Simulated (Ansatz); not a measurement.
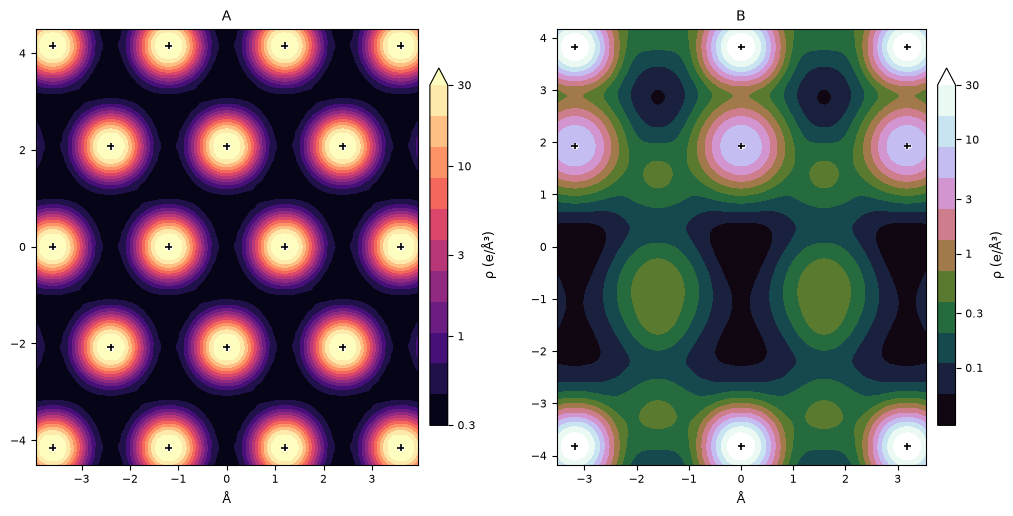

The valence pseudo-density of 2 systems, each on a plane through atoms (crosses mark nuclei in the plane).

These are results of Ansatz, Kohn-Sham DFT of a periodic cell, r2SCAN, Ansatz PAW, not measurements.

System 1: CoO, the (100) plane of the conventional cell. Space group R3m; a structure from a database of computed crystals, not necessarily the ambient phase; computed pressure about 7 GPa in this cell; spin-polarised.

```xyz
6
Lattice="3.1829 0.0000 0.0000 -1.5915 2.7565 0.0000 0.0000 0.0000 7.6477" Properties=species:S:1:pos:R:3 pbc="T T T"
Co    1.5915    0.9188    2.5414
Co    0.0000    1.8377    5.0906
Co    0.0000    0.0000    7.6399
O     1.5915    0.9188    0.6451
O     0.0000    1.8377    3.1944
O     0.0000    0.0000    5.7436
```

System 2: Ni, the (001) plane of the conventional cell. Space group P6₃/mmc; a structure from a database of computed crystals, not necessarily the ambient phase; computed pressure about 15 GPa in this cell; spin-polarised.

```cif
data_structure
_symmetry_space_group_name_H-M 'P 1'
_symmetry_Int_Tables_number 1
_cell_length_a 2.3980
_cell_length_b 2.3980
_cell_length_c 3.9897
_cell_angle_alpha 90.000
_cell_angle_beta 90.000
_cell_angle_gamma 120.000
_cell_volume 19.87
loop_
_atom_site_label
_atom_site_type_symbol
_atom_site_fract_x
_atom_site_fract_y
_atom_site_fract_z
_atom_site_occupancy
Ni1 Ni 0.66667 0.33333 0.75000 1
Ni2 Ni 0.33333 0.66667 0.25000 1
```

> Which map belongs to which system?

Panel A is system 2, Ni: the plane holds Ni. Ni–Ni (2.40 Å): ρ at the midpoint is about 0.35 e/Å³. Panel B is system 1, CoO: the plane holds Co and O. Co–O (1.90 Å): ρ at the midpoint is about 0.73 e/Å³.
